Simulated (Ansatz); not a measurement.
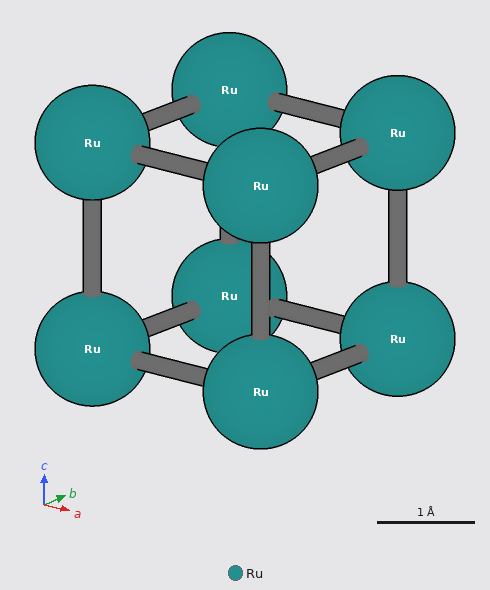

Figure 1. The structure (ball-and-stick view of the cell of the calculation, seen at an oblique angle). An atom can appear more than once, as a periodic image. Near neighbours in the periodic cell (some may lie outside the picture): Ru has 6 Ru at 2.24 Å.

## Ru: single-point calculation

Ru (1 atom in the cell), computed with DFT, LDA, plane waves, PAW, no spin polarisation (Ansatz 0.2.0).

## Input
```yaml
crystal:
  lattice:
    - [2.2389796063, 0.0, 0.0]
    - [0.0, 2.2389796063, 0.0]
    - [0.0, 0.0, 2.2389796063]
  atoms:
    - { symbol: Ru, position: [0.0, 0.0, 0.0] }
kpoints:
  mp_grid: { grid: [17, 17, 17] }
scf:
  occupations: { method: fermi_dirac, width: 0.1 }
  lower_state_search: standard
hamiltonian:
  xc: lda
  pseudopotentials: { kind: paw }
output:
  forces: true
  stress: true
  eigenvalues: true
  populations: true
  write_density: true
  write_potential: true
  elf: true
  volumetric_format: npy
```

Launched with:
```bash
ansatz run input.yaml --threads 1 --pin off --max-ram 2048MiB --backend cpu --events-out ev --progress --plain --runs-dir out
```

## Log
```
Engine: ansatz 0.2.0, aarch64-unknown-linux-gnu
Pseudopotentials: kind: paw
Pseudopotential: Ru, paw, valence charge 16, recommended cutoff 420 eV (normal), Ru.paw.azcp
Functional definition: SPW92
  exchange = slater_x
  correlation = pw_c
Crystal: 1 atoms, lattice volume = 11.224 Å³
Basis set: ecut = 420 eV, 203 PW (Γ)
Bands: 12, of which v1, the nominal top of the filled ones, is band 8 counted from 1 (7 counted from 0)
Symmetry: 48 space group operations
Space group: Pm-3m (ITA 221), of the structure as read, at distance tolerance 2.2e-5 Å
k-points: 165 of 4913
Non-local potential: Ru, projectors of the file, l = 0: 3, l = 1: 2, l = 2: 2, l = 3: 1
PAW form: soft (Blöchl's): semilocal exchange-correlation on the pseudo side does not see the compensation charge
PAW frozen core: Ru, regenerated for the run's functional, and the local potential with it (the file was generated under x = pbe(κ = 0.804, μ = 0.2195149727645171), c = pbe(β = 0.06672455060314922))
PAW one-centre angular grid: Ru, 590 points (default); XC on 64 Gauss nodes
Initial density: superposition of atomic densities (neutral atoms: chi_scale 0, normalization atom), corrected by the library's trained network
Initial wavefunctions: pseudopotential atomic-orbital guess
Functional: x = slater, c = lda
SCF iter   1: F=—  HF=-5755.798134 eV  |F-HF|=—  |Δ(HF+E_count)|=         —  Δρ=2.23e-2  dr2=4.16e-2  ethr=1.77e-3  ⟨swp⟩=5.1  Hψ=11267  notcnv=0
preconditioner: auto → none  [metal: Δε(μ)=0.048 eV  Ē_g=13.760 eV  σ=0.100 eV  W_gap=0.12  n_scr=6 (ndim 8)  ℏωp=31.3 eV  f_vac=0.000  D(μ)=0.85/eV (n_scr^D=6)  sad-step TF]
SCF iter   2: F=—  HF=-5755.787301 eV  |F-HF|=—  |Δ(HF+E_count)|=   1.08e-2  Δρ=1.11e-2  dr2=1.04e-2  ethr=2.60e-4  ⟨swp⟩=1.6  Hψ=3462  notcnv=0
SCF iter   3: F=—  HF=-5755.786011 eV  |F-HF|=—  |Δ(HF+E_count)|=   1.29e-3  Δρ=1.15e-3  dr2=6.43e-5  ethr=6.50e-5  ⟨swp⟩=2.2  Hψ=2965  notcnv=0
SCF iter   4: F=—  HF=-5755.786111 eV  |F-HF|=—  |Δ(HF+E_count)|=   9.94e-5  Δρ=2.14e-4  dr2=3.79e-6  ethr=4.02e-7  ⟨swp⟩=2.4  Hψ=2983  notcnv=0
iter 5 did not close the SCF: its close was put off for the readings that it lacked (scf_convergence_deferred on its scf_iter line)
SCF iter   5: F=-5755.786110 eV  HF=-5755.786110 eV  |F-HF|=6.59e-8  |Δ(HF+E_count)|=   4.26e-7  Δρ=3.06e-5  dr2=7.84e-8  ethr=2.37e-8  ⟨swp⟩=2.3  Hψ=3108  notcnv=0
SCF iter   6: F=-5755.786110 eV  HF=-5755.786110 eV  |F-HF|=1.12e-10  |Δ(HF+E_count)|=   3.36e-8  Δρ=9.00e-7  dr2=4.95e-11  ethr=4.90e-10  ⟨swp⟩=5.5  Hψ=11825  notcnv=0
SCF 1 converged in 6 iterations: F = -5755.786110 eV  dr2 = 4.95e-11
  greatest PAW one-centre occupation: 1.000 electrons in one spin orbital (limit 2), on the Ru atom at site 0 (counted from 0), in its partial waves of l = 0
```

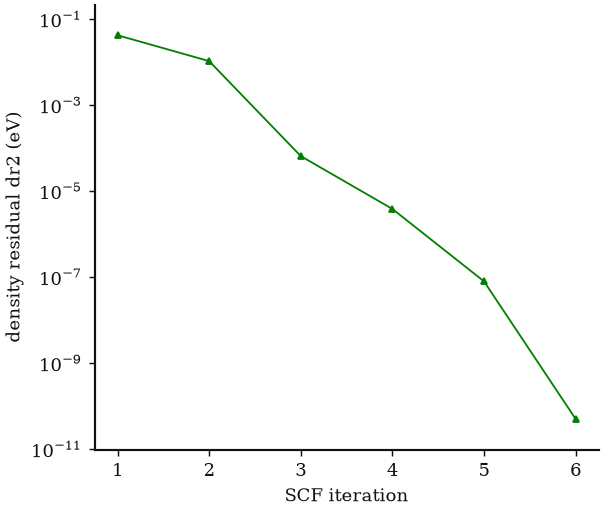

Figure 2. Convergence of the self-consistent field: density residual dr2 against the SCF iteration. The residual falls at every step.

```
SCF converged after 6 iterations
Free energy (F): -5755.786110 eV
Harris-Foulkes:  -5755.786110 eV  (|F-HF|=1.12e-10)
Internal energy: -5755.757478 eV  (E = F + TS)
E sigma→0 (E₀):  -5755.771794 eV
Entropy (-TS):   -0.028632 eV (-28.632 meV/atom)
Fermi energy:    29.648639 eV
--- Per-component energies (eV) ---
  E_band       = 28.782764
  E_kinetic    = 532.634989
  E_local      = -1154.944328  (includes V_loc(G=0)·N_el)
  E_nonlocal   = 355.543114
  E_hartree    = 385.072489
  E_xc         = -194.071070
  E_vxc        = -244.871311  (∫ρ·V_xc dr)
  E_paw        = -3344.867139  (= ΣΔE_a)
  E_vpaw       = -229.724647  (= ΣTr[D̂ρ^β])
  E_aug_tail   = -0.000211  (compensation charges beyond the density's cutoff)
  E_ewald      = -2335.697005
  E_core_change = 0.571685  (= ΣΔE_core)
  E_smearing   = -0.028632  (= −TS)
  E_closure    = 0.000000  (closes the sum)
  Σ components = -5755.786110   (vs F -5755.786110, Δ=0.00e0)
--- Forces (eV/Å), atoms counted from 1 ---
  atom   1  Ru     0.00000000     0.00000000     0.00000000
  max |Σ_I F_I| component: 1.23e-32 eV/Å
--- Stress (GPa, compression-positive) ---
      145.481636       0.000000       0.000000
       -0.000000     145.481636       0.000000
        0.000000       0.000000     145.481636
  P = ⅓ Tr σ = 145.4816 GPa (1454.816 kbar)
--- Band table (eV; the first three rows and the last of 165) ---
  k-point 0: bands = ["-44.4234", "-12.8880", "-12.8880", "-12.8880", "20.4034", "21.1461", "21.1461", "32.3913", "32.3913", "32.3913", "48.6496", "48.6496"]
  k-point 1: bands = ["-44.4080", "-12.9965", "-12.8788", "-12.8788", "20.5440", "21.1829", "21.3478", "32.1790", "32.1790", "32.4066", "47.9418", "48.9370"]
  k-point 2: bands = ["-44.3639", "-13.3017", "-12.8524", "-12.8524", "20.8576", "21.2896", "22.0274", "31.6075", "31.6075", "32.4512", "46.3323", "49.7313"]
  k-point 164: bands = ["-43.0718", "-14.9101", "-14.9076", "-14.9076", "21.7754", "21.8413", "21.8413", "35.6512", "35.6512", "37.3778", "46.5101", "47.2652"]
--- Löwdin populations: 1 site ---
  site symbol       q [e]
     0     Ru     15.9388
  spilling = 0.003826 (of n_electrons = 16.000000)
```

## File populations.tsv
```
# site	symbol	l	j	q
# orbitals = lowdin
# n_electrons = 16.000000
# spilling = 0.003826
0	Ru	0_4S	-	1.922938
0	Ru	0_5S	-	0.674346
0	Ru	1_4P	-	5.975256
0	Ru	2_4D	-	7.366243
```

## File rho_z.tsv
```
# z_ang	rho[e/angstrom^3]
# format = ansatz-planar-average/11
# lattice	2.238979606	0.000000000	0.000000000
# lattice	0.000000000	2.238979606	0.000000000
# lattice	0.000000000	0.000000000	2.238979606
# sites	1
# site	44	0.000000000	0.000000000	0.000000000
0.000000	2.813968e0
0.149265	2.667613e0
0.298531	2.255144e0
0.447796	1.676912e0
0.597061	1.107284e0
0.746327	6.954287e-1
0.895592	4.805588e-1
1.044857	4.013823e-1
1.194122	4.013823e-1
1.343388	4.805588e-1
1.492653	6.954287e-1
1.641918	1.107284e0
1.791184	1.676912e0
1.940449	2.255144e0
2.089714	2.667613e0
```

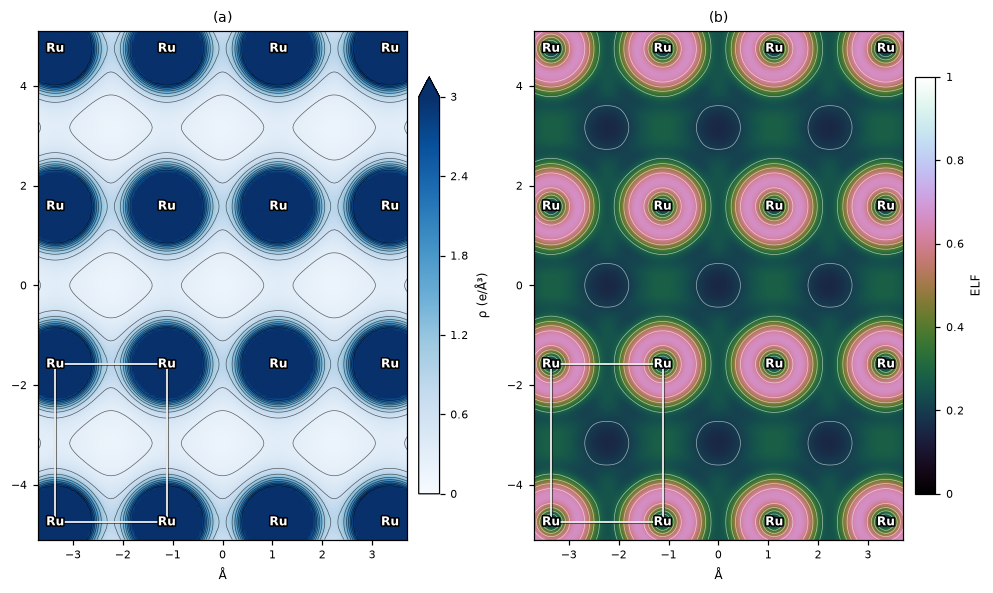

Figure 3. (a) valence electron density; (b) electron localisation function on the (011) plane of the conventional cell. The section cuts through Ru sites. Ru–Ru (2.24 Å): ρ at the midpoint is about 0.87 e/Å³; the ELF is about 0.25 at the midpoint (no shared electron pair). Away from the nuclei the density in this plane falls to 0.18 e/Å³ at its lowest. The strong features right at Ru lie inside the PAW spheres (semicore, d or f shells) and say nothing about bonding. The fields are those of the smooth PAW valence density.

## Results in brief

```json
{"quantity": "outcome", "value": "converged"}
{"quantity": "space group (tolerance 0.01 Å)", "value": "Pm-3m (221)"}
{"quantity": "electrons treated", "value": "16"}
{"quantity": "free energy", "value": "−5755.7861 eV"}
{"quantity": "Fermi energy", "value": "29.649 eV"}
{"quantity": "pressure", "value": "145.48 GPa"}
{"quantity": "largest force (length of the vector)", "value": "under 0.001 eV/Å"}
{"quantity": "hardware", "value": "1 thread of Arm Neoverse V1, 24 GiB of memory available, shared host"}
{"quantity": "wall time", "value": "2.3 s"}
{"quantity": "peak memory", "value": "0.27 GiB"}
```

## Remarks

Settings chosen away from the usual ones: scf.lower_state_search = "standard". The cell is under a pressure of 145 GPa at this level, so it is not at its equilibrium volume.
